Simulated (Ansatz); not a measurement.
**What a change does: single-point calculation on Gd**

System: Gd (P-3m1, 4 atoms in the cell).
Method of the first run: DFT, PBE, PAW with Ansatz's default frozen-core files, scalar-relativistic, spin-polarised (Ansatz 0.2.0).

The structure derives from a Materials Project entry. Text and figures count atoms from 1; the logs count them from 0 in places.

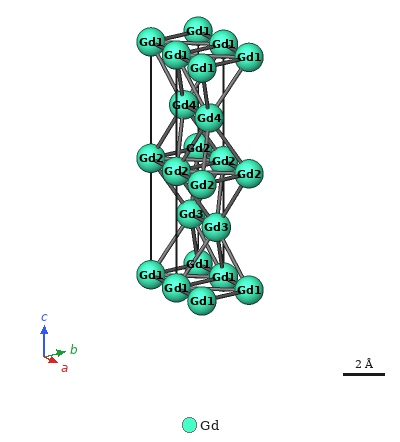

Figure 1. The structure (ball-and-stick view of the cell of the calculation, repeated 2 × 1 × 1, seen slightly off an axis; atoms are numbered from 1 in the order of the input).

**Input file, the first run**
```yaml
crystal:
  lattice:
    - [3.6555206459, 0.0, 0.0]
    - [-1.827760323, 3.1657737434, 0.0]
    - [0.0, 0.0, 11.77960696]
  atoms:
    - { symbol: Gd, position: [0.0, 0.0, 0.0], spin: 7.0 }
    - { symbol: Gd, position: [0.0, 0.0, 0.5], spin: 7.0 }
    - { symbol: Gd, position: [0.3333333333, 0.6666666667, 0.24808348], spin: -7.0 }
    - { symbol: Gd, position: [0.6666666667, 0.3333333333, 0.75191652], spin: -7.0 }
magnetization:
  spin_polarized: true
kpoints:
  mp_grid: { grid: [9, 9, 3] }
scf:
  occupations: { method: fermi_dirac, width: 0.05 }
hamiltonian:
  xc: pbe
  pseudopotentials: { kind: paw }
output:
  forces: true
  stress: true
  eigenvalues: true
  populations: true
```

Command:
```bash
ansatz run input.yaml --threads 2 --pin off --max-ram 6144MiB --backend cpu --events-out ev --progress --plain --runs-dir out
```

Hardware: 2 threads of Arm Neoverse V2, 24 GiB of memory available, shared host.

**Output, shortened to warnings, some set-up lines, iterations and results (the first run)**
```
Basis set: ecut = 420 eV, 2631 PW (Γ), exchange–correlation on 50×50×160 points (8 copies of the dense FFT grid, shifted against one another)
Symmetry: 12 space group operations
k-points: 31 of 243
Initial density: superposition of atomic densities (chi_scale 0.1, normalization cell)
[...]
SCF iter   1: F=—  HF=-37328.013314 eV  |F-HF|=—  |Δ(HF+E_count)|=         —  Δρ=2.07e-2 (↑2.05e-2 ↓2.07e-2)  dr2=7.88e-1  dr2_m=3.75e-1  M=0.003 μB ∫|m|=28.374 μB  β_m=0.30  …
SCF iter   2: F=—  HF=-37328.258086 eV  |F-HF|=—  |Δ(HF+E_count)|=   2.45e-1  Δρ=1.74e-2 (↑1.73e-2 ↓1.74e-2)  dr2=5.48e-1  dr2_m=2.65e-1  M=0.007 μB ∫|m|=28.527 μB  β_m=0.43  …
SCF iter   3: F=—  HF=-37328.766494 eV  |F-HF|=—  |Δ(HF+E_count)|=   5.08e-1  Δρ=7.42e-3 (↑7.38e-3 ↓7.42e-3)  dr2=1.38e-1  dr2_m=4.15e-2  M=0.031 μB ∫|m|=29.102 μB  β_m=0.74  …
SCF iter   4: F=—  HF=-37328.886896 eV  |F-HF|=—  |Δ(HF+E_count)|=   1.20e-1  Δρ=1.66e-3 (↑1.66e-3 ↓1.54e-3)  dr2=1.11e-2  dr2_m=7.81e-4  M=0.059 μB ∫|m|=29.486 μB  β_m=0.72  …
SCF iter   5: F=—  HF=-37328.887119 eV  |F-HF|=—  |Δ(HF+E_count)|=   2.23e-4  Δρ=5.18e-4 (↑5.18e-4 ↓5.06e-4)  dr2=2.17e-3  dr2_m=8.72e-5  M=0.071 μB ∫|m|=29.533 μB  β_m=0.75  …
SCF iter   6: F=—  HF=-37328.887238 eV  |F-HF|=—  |Δ(HF+E_count)|=   1.19e-4  Δρ=1.91e-4 (↑1.82e-4 ↓1.91e-4)  dr2=1.65e-4  dr2_m=1.62e-5  M=0.079 μB ∫|m|=29.544 μB  β_m=0.81  …
SCF iter   7: F=—  HF=-37328.887252 eV  |F-HF|=—  |Δ(HF+E_count)|=   1.48e-5  Δρ=1.44e-4 (↑1.44e-4 ↓1.21e-4)  dr2=9.36e-5  dr2_m=4.20e-6  M=0.085 μB ∫|m|=29.550 μB  β_m=0.72  …
SCF iter   8: F=—  HF=-37328.887268 eV  |F-HF|=—  |Δ(HF+E_count)|=   1.61e-5  Δρ=5.24e-5 (↑5.24e-5 ↓4.24e-5)  dr2=4.48e-6  dr2_m=1.67e-6  M=0.088 μB ∫|m|=29.553 μB  β_m=0.86  …
SCF iter   9: F=—  HF=-37328.887278 eV  |F-HF|=—  |Δ(HF+E_count)|=   9.93e-6  Δρ=2.02e-5 (↑1.95e-5 ↓2.02e-5)  dr2=5.11e-7  dr2_m=3.94e-7  M=0.092 μB ∫|m|=29.557 μB  β_m=0.93  …
SCF iter  10: F=—  HF=-37328.887281 eV  |F-HF|=—  |Δ(HF+E_count)|=   2.32e-6  Δρ=1.21e-5 (↑1.16e-5 ↓1.21e-5)  dr2=7.24e-7  dr2_m=4.15e-8  M=0.094 μB ∫|m|=29.559 μB  β_m=0.74  …
SCF iter  11: F=—  HF=-37328.887281 eV  |F-HF|=—  |Δ(HF+E_count)|=   6.76e-8  Δρ=5.17e-6 (↑4.86e-6 ↓5.17e-6)  dr2=7.31e-8  dr2_m=1.94e-8  M=0.094 μB ∫|m|=29.559 μB  β_m=0.87  …
SCF iter  12: F=-37328.887281 eV  HF=-37328.887281 eV  |F-HF|=6.68e-8  |Δ(HF+E_count)|=   1.55e-7  Δρ=4.24e-6 (↑4.24e-6 ↓3.70e-6)  dr2=7.61e-8  dr2_m=9.39e-9  M=0.095 μB …
SCF 1 converged in 12 iterations: F = -37328.887281 eV  dr2 = 7.61e-8
SCF converged after 12 iterations
Magnetization: 0.0949 μB (36.0475 up, 35.9525 down)
Absolute magnetization: 29.5596 μB (∫|ρ↑−ρ↓|, with the PAW one-centre terms)
Spin contamination: 14.3756 ħ² per cell (⟨S²⟩ above its minimum at these occupations)
Per-site moments (μB) at R_I (Å): [(7.241238836779044, 1.486961840753527), (7.248103350736272, 1.5021005164704135), (-7.218010581702666, 1.486961840753527), (-7.218010581702668, 1.4869618407535274)]
Free energy (F): -37328.887281 eV
Harris-Foulkes:  -37328.887281 eV  (|F-HF|=6.68e-8)
Internal energy: -37328.824344 eV  (E = F + TS)
E sigma→0 (E₀):  -37328.855812 eV
Entropy (-TS):   -0.062937 eV (-15.734 meV/atom)
Fermi energy:    11.810861 eV
--- Per-component energies (eV) ---
  E_band       = -154.361938
  E_kinetic    = 1604.423345
  E_local      = -8615.630441  (includes V_loc(G=0)·N_el)
  E_nonlocal   = 1163.984805
  E_hartree    = 3559.122538
  E_xc         = -928.811124
  E_vxc        = -1006.180364  (∫ρ·V_xc dr)
  E_paw        = -25800.614226  (= ΣΔE_a)
  E_vpaw       = -419.196075  (= ΣTr[D̂ρ^β])
  E_aug_tail   = 0.000001  (compensation charges beyond the density's cutoff)
  E_ewald      = -8311.299240
  E_smearing   = -0.062937  (= −TS)
  E_closure    = 0.000000  (closes the sum)
  Σ components = -37328.887281   (vs F -37328.887281, Δ=0.00e0)
--- Forces (eV/Å), atoms counted from 1 ---
  atom   1  Gd     0.00000000    -0.00000000     0.00000000
  atom   2  Gd     0.00000000     0.00000000     0.00000000
  atom   3  Gd    -0.00000000     0.00000000     0.06324940
  atom   4  Gd    -0.00000000    -0.00000000    -0.06324940
  max |Σ_I F_I| component: 3.47e-18 eV/Å
--- Stress (GPa, compression-positive) ---
       -1.426222       0.000000       0.000000
        0.000000      -1.426222      -0.000000
        0.000000      -0.000000      -1.074509
  P = ⅓ Tr σ = -1.3090 GPa (-13.090 kbar)
--- Löwdin populations: 4 sites ---
  site symbol       q [e]    m [muB]
     0     Gd     17.9747     7.4653
     1     Gd     17.9637     7.4665
     2     Gd     17.9601    -7.4235
     3     Gd     17.9601    -7.4235
  spilling = 0.001964 (of n_electrons = 72.000000)
```

The input of the second run differs as follows (lines with − go, lines with + come):
```diff
-    - { symbol: Gd, position: [0.0, 0.0, 0.0], spin: 7.0 }
-    - { symbol: Gd, position: [0.0, 0.0, 0.5], spin: 7.0 }
-    - { symbol: Gd, position: [0.3333333333, 0.6666666667, 0.24808348], spin: -7.0 }
-    - { symbol: Gd, position: [0.6666666667, 0.3333333333, 0.75191652], spin: -7.0 }
-magnetization:
-  spin_polarized: true
+    - { symbol: Gd, position: [0.0, 0.0, 0.0] }
+    - { symbol: Gd, position: [0.0, 0.0, 0.5] }
+    - { symbol: Gd, position: [0.3333333333, 0.6666666667, 0.24808348] }
+    - { symbol: Gd, position: [0.6666666667, 0.3333333333, 0.75191652] }
-  populations: true
```

Predict how the results change.

With the same functional and potentials, the second run lies 7340.6 meV per atom higher. The pressure goes from −1.31 to −2.63 GPa. The largest force goes from 0.063 to 0.035 eV/Å. The SCF takes 62 iterations against 12. The two runs start from different initial densities, which also moves the count.

**Output, shortened to warnings, some set-up lines, iterations and results (the second run)**
```
Basis set: ecut = 420 eV, 2631 PW (Γ), exchange–correlation on 50×50×160 points (8 copies of the dense FFT grid, shifted against one another)
Symmetry: 12 space group operations
k-points: 31 of 243
Initial density: superposition of atomic densities (neutral atoms: chi_scale 0, normalization atom), corrected by the library's trained network
[...]
SCF iter   1: F=—  HF=-37299.521980 eV  |F-HF|=—  |Δ(HF+E_count)|=         —  Δρ=1.37e-2  dr2=3.07e-1  ethr=1.77e-3  ⟨swp⟩=5.5  Hψ=6540  notcnv=0  defer=14
SCF iter   2: F=—  HF=-37299.537259 eV  |F-HF|=—  |Δ(HF+E_count)|=   1.53e-2  Δρ=2.13e-2  dr2=2.94e-1  ethr=4.27e-4  ⟨swp⟩=1.0  Hψ=2109  notcnv=0  defer=39
SCF iter   3: F=—  HF=-37299.527164 eV  |F-HF|=—  |Δ(HF+E_count)|=   1.01e-2  Δρ=1.31e-2  dr2=1.60e-1  ethr=4.08e-4  ⟨swp⟩=1.0  Hψ=1768  notcnv=0  defer=41
SCF iter   4: F=—  HF=-37299.523751 eV  |F-HF|=—  |Δ(HF+E_count)|=   3.41e-3  Δρ=4.92e-3  dr2=2.99e-2  ethr=2.22e-4  ⟨swp⟩=1.0  Hψ=1768  notcnv=0  defer=49
SCF iter   5: F=—  HF=-37299.527740 eV  |F-HF|=—  |Δ(HF+E_count)|=   3.99e-3  Δρ=1.03e-2  dr2=4.34e-2  ethr=4.15e-5  ⟨swp⟩=1.0  Hψ=1768  notcnv=0  defer=49  recentre
[... 53 lines ...]
SCF iter  59: F=—  HF=-37299.524706 eV  |F-HF|=—  |Δ(HF+E_count)|=   5.70e-7  Δρ=1.21e-4  dr2=6.37e-6  ethr=1.74e-10  ⟨swp⟩=2.1  Hψ=2997  notcnv=0
SCF iter  60: F=—  HF=-37299.524706 eV  |F-HF|=—  |Δ(HF+E_count)|=   3.61e-7  Δρ=2.31e-5  dr2=7.93e-7  ethr=1.74e-10  ⟨swp⟩=2.4  Hψ=3092  notcnv=0
SCF iter  61: F=—  HF=-37299.524706 eV  |F-HF|=—  |Δ(HF+E_count)|=   3.80e-7  Δρ=2.00e-5  dr2=2.93e-7  ethr=1.74e-10  ⟨swp⟩=2.4  Hψ=2993  notcnv=0
SCF iter  62: F=-37299.524706 eV  HF=-37299.524706 eV  |F-HF|=8.17e-8  |Δ(HF+E_count)|=   1.94e-7  Δρ=8.62e-6  dr2=8.76e-8  ethr=1.39e-10  ⟨swp⟩=3.6  Hψ=6948  notcnv=0
SCF 1 converged in 62 iterations: F = -37299.524706 eV  dr2 = 8.76e-8
SCF converged after 62 iterations
Free energy (F): -37299.524706 eV
Harris-Foulkes:  -37299.524706 eV  (|F-HF|=8.17e-8)
Internal energy: -37298.257686 eV  (E = F + TS)
E sigma→0 (E₀):  -37298.891196 eV
Entropy (-TS):   -1.267021 eV (-316.755 meV/atom)
Fermi energy:    11.476767 eV
--- Per-component energies (eV) ---
  E_band       = -8.419858
  E_kinetic    = 1578.761397
  E_local      = -8767.435532  (includes V_loc(G=0)·N_el)
  E_nonlocal   = 1259.304850
  E_hartree    = 3682.620005
  E_xc         = -909.595972
  E_vxc        = -981.937559  (∫ρ·V_xc dr)
  E_paw        = -25830.613194  (= ΣΔE_a)
  E_vpaw       = -462.341998  (= ΣTr[D̂ρ^β])
  E_aug_tail   = 0.000001  (compensation charges beyond the density's cutoff)
  E_ewald      = -8311.299240
  E_smearing   = -1.267021  (= −TS)
  E_closure    = 0.000000  (closes the sum)
  Σ components = -37299.524706   (vs F -37299.524706, Δ=0.00e0)
--- Forces (eV/Å), atoms counted from 1 ---
  atom   1  Gd     0.00000000     0.00000000     0.00000000
  atom   2  Gd     0.00000000     0.00000000     0.00000000
  atom   3  Gd    -0.00000000    -0.00000000     0.03458107
  atom   4  Gd     0.00000000     0.00000000    -0.03458107
  max |Σ_I F_I| component: 2.31e-18 eV/Å
--- Stress (GPa, compression-positive) ---
       -2.720661       0.000000      -0.000000
        0.000000      -2.720661      -0.000000
        0.000000      -0.000000      -2.459690
  P = ⅓ Tr σ = -2.6337 GPa (-26.337 kbar)
```

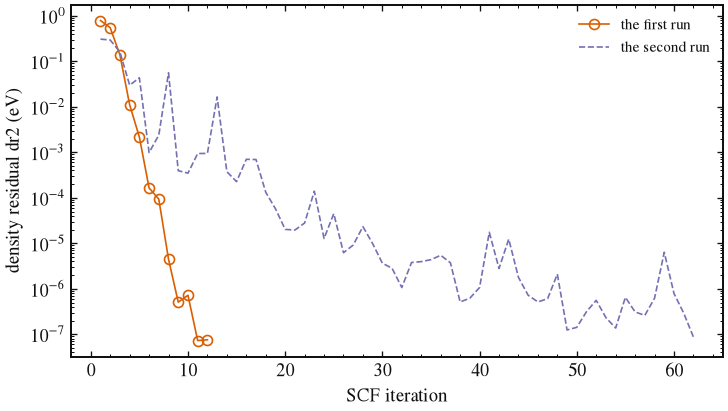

Figure 2. Convergence of the two runs: density residual dr2 against the SCF iteration. The first run takes 12 iterations in all, and the second run takes 62.

**The two runs side by side**

| quantity | the first run | the second run |
| --- | --- | --- |
| outcome | converged | converged |
| free energy per atom (eV) | −9332.2218 | −9324.8812 |
| energy per atom, smearing taken to zero (eV) | −9332.2140 | −9324.7228 |
| net moment of the cell (μB) | 0.09 | – |
| absolute moment of the cell (μB) | 29.56 | – |
| pressure (GPa) | −1.31 | −2.63 |
| largest force (eV/Å) | 0.063 | 0.035 |
| SCF iterations | 12 | 62 |
| irreducible k-points | 31 | 31 |
| plane waves at Γ | 2631 | 2631 |
| wall time (shared host) | 23 s | 22 s |

For the second run: The f shell of Gd is treated without spin polarisation, U or localised f states, so volume, moduli and energies can differ much from those of the real material.
